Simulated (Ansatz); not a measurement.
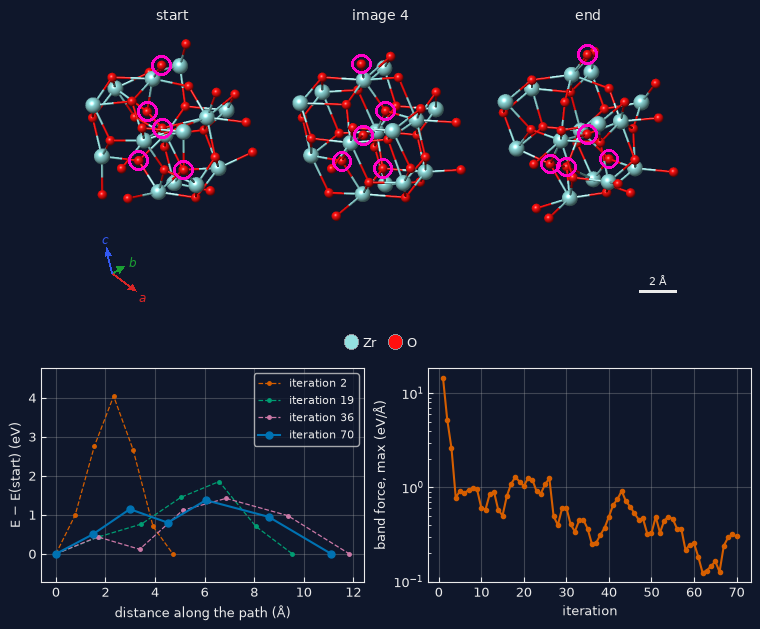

NEB run on a defect cell of composition Zr$_{8}$O$_{17}$ (25 atoms in the cell). Images are numbered from 0 (start) to 6 (end). The plot follows the band through its iterations. A ball-and-stick model of the atoms within 4.9 Å of the middle of the path, seen slightly off an axis. The atoms that move most are ringed. Bonds to atoms that aren't drawn are left out.

Computed with Ansatz, DFT PBE, scalar-relativistic, plane waves, PAW. Set-up: plane-wave cutoff 420 eV; k-point mesh 2 × 2 × 2; Gaussian smearing 0.02 eV; 5 movable images; climbing image.

How did the profile develop, and is the result final?

The result isn't final. The band hadn't converged when the run stopped after 70 iterations. The largest component of the band force went from 15 to 0.3 eV/Å. The barrier read from it is provisional, though the highest image hardly moved in the last two iterations. The first iteration put the highest image at 8.13 eV. The barrier is about 1.38 eV in both directions, with image 4 at the top; the ends have the same energy. The profile has 2 maxima (images 2, 4) with a dip at image 3 (+0.80 eV), which on an unconverged band is provisional.

Limits of the set-up: the periodic images lie only 7.2 Å apart, so the values are limited by the cell's size.
